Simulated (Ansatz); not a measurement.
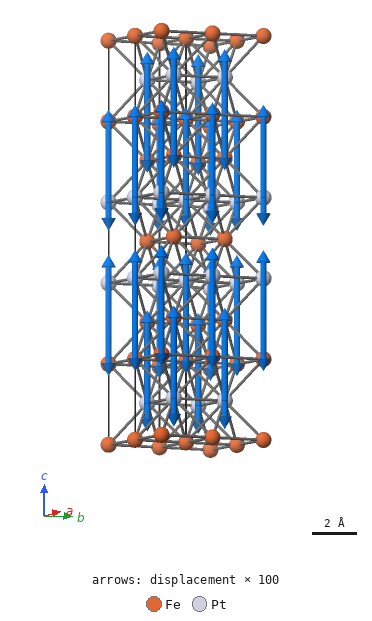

This is a relaxation of a crystal of Fe3Pt2 (a generated structure, set up in I4/mmm) (coarse preliminary run). The starting structure is drawn; blue arrows show the displacements (the part carried along by the change of the cell is left out), magnified 100 times.

The picture is a ball-and-stick view of the conventional cell (2 times the calculation's cell), repeated 2 × 2 × 1 with one cell outlined, seen from a free direction. Lengths and directions refer to the drawn axes.

Theory: DFT PBE, scalar-relativistic, plane waves, PAW (Ansatz). Settings: plane-wave cutoff 420 eV; k-point mesh 8 × 8 × 8; occupations gaussian; smearing width 0.1 eV; collinear spin; cell and atoms relaxed; force threshold 0.04 eV/Å; at most 70 steps.

### What did the optimiser do to the structure, and how much energy did it gain?

The largest moves relative to the cell, 0.051 Å, are those of Fe atoms. By element the largest moves are Fe 0.051 Å, Pt 0.043 Å. Cell: a = b 2.655 → 2.716 Å (+2.3 %), c 18.776 → 18.578 Å (−1.1 %). Volume +3.6 %. Some distances before and after: Fe–Fe 2.655 → 2.716 Å, Pt–Pt 2.655 → 2.716 Å, Fe–Fe 2.655 → 2.603 Å, Fe–Pt 2.655 → 2.702 Å. The space group stays I4/mmm (No. 139). Over 3 accepted moves (4 points after the start) the energy falls by 21.6 meV per atom. Largest force component: 0.55 eV/Å at the start, 0.0036 eV/Å at the end. Pressure: 8.35 GPa at the start and 0.15 GPa at the end. The SCF was repeated once at an unchanged geometry on a basis and grid sized afresh for the cell, which shifted the energy by 0.3 meV per atom at most.
